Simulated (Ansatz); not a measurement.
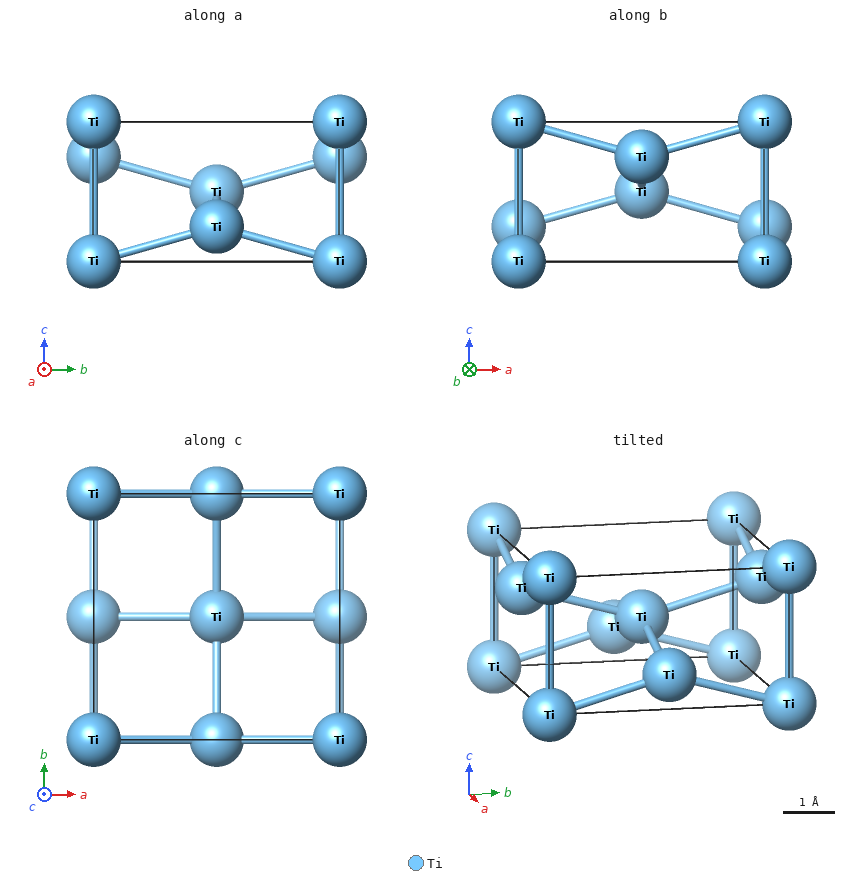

The image is a ball-and-stick drawing of a crystal, viewed along the a axis, along the b axis, along the c axis and slightly off an axis. The conventional unit cell is drawn as a box.

Lattice parameters: a = 4.896 Å, b = 4.896 Å, c = 2.779 Å, α = 90.00°, β = 90.00°, γ = 90.00°.

### Record the structure as a table of Wyckoff sites.

Space group I4_1/amd:1 (No. 141).
```
atom  site       x       y       z
  Ti    4a  0.0000  0.0000  0.0000
```

Its origin is a structure type filled with this element by a generator (whether the element takes this form wasn't checked). The picture shows the end point of a geometry optimisation with Ansatz, DFT PBEsol, scalar-relativistic, plane waves, PAW.
